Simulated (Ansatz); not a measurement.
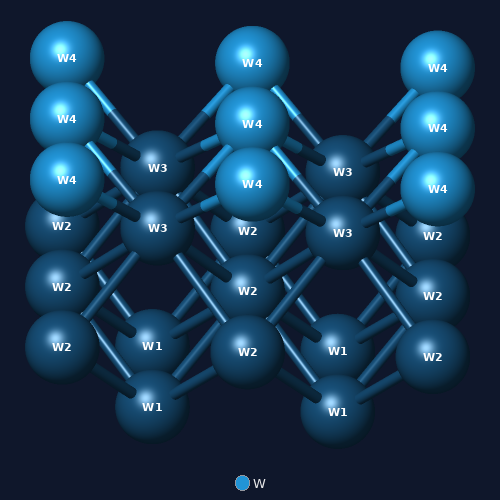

The system is S on a W(100) slab cut from the Im-3m phase, its upper half relaxed before the scan (4 atoms of substrate and one adsorbate in a 1 × 1 cell); the picture shows it without the atoms that are moved over the map. 
- S is moved over the surface cell; relaxed at each place: the height of the adsorbate's atoms; substrate rigid; the origin of the map has the adsorbate above W4.
- Places are given modulo a cell vector. The map is drawn in real space over the plane of the surface.
- The grid has 8 × 8 points; 15 points were computed and 49 follow by symmetry.
- All energies are given in eV relative to the lowest grid point.
- With one adsorbate in each 1 × 1 cell, its nearest image is 3.2 Å away, so neighbouring adsorbates interact.
- Computed with DFT PBE, scalar-relativistic, plane waves, PAW in Ansatz 0.2.0. Settings: cutoff 420 eV, k-mesh 8×8×1, gaussian smearing 0.1 eV, no spin polarisation.

Range: position of S5 along the first surface vector from 0.000 to 0.875; position of S5 along the second surface vector from 0.000 to 0.875.

Q: Predict the map.

A: The lowest grid point is at a fourfold hollow over a second-layer W atom, (4/8, 4/8) of the cell vectors. A higher local minimum lies near a bridge site between two W atoms, (0/8, 4/8) of the cell vectors (0.25 eV above the lowest at that grid point). The highest grid point, (1/8, 1/8) of the cell vectors [nearest 1 W at 2.20 Å], lies 0.86 eV above the lowest. On the interpolated surface the easiest way out of the lowest well to the well at a bridge site between two W atoms, (4/8, 0/8) of the cell vectors passes a barrier of about 0.32 eV. At the lowest point the adsorbate has 5 W at 2.59 Å as nearest neighbours, at the highest 1 W at 2.20 Å. Its relaxed height above the top atom is 1.25 Å at the lowest and 2.12 Å at the highest point.

```csv
"second ↓, first →",0/8,1/8,2/8,3/8,4/8,5/8,6/8,7/8
7/8,0.85,0.86,0.81,0.53,0.29,0.53,0.81,0.86
6/8,0.80,0.81,0.79,0.53,0.31,0.53,0.79,0.81
5/8,0.51,0.53,0.53,0.34,0.14,0.34,0.53,0.53
4/8,0.25,0.29,0.31,0.14,0.00,0.14,0.31,0.29
3/8,0.51,0.53,0.53,0.34,0.14,0.34,0.53,0.53
2/8,0.80,0.81,0.79,0.53,0.31,0.53,0.79,0.81
1/8,0.85,0.86,0.81,0.53,0.29,0.53,0.81,0.86
0/8,0.85,0.85,0.80,0.51,0.25,0.51,0.80,0.85
```

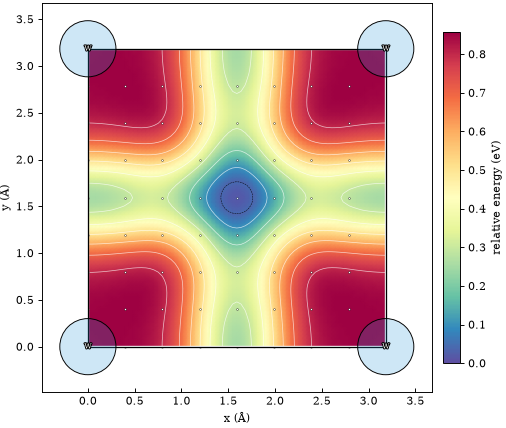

The picture shows a smooth colour map with a few white contour lines, dots at the grid points, labelled circles for the atoms of the top layer and small ones for the second layer, the outline of one cell of the plane. Between grid points the surface is interpolated.

The whole map (15 points run) took 11 min on 1 thread of Arm Neoverse V2 (shared host).

PAW datasets: the set soft_1.
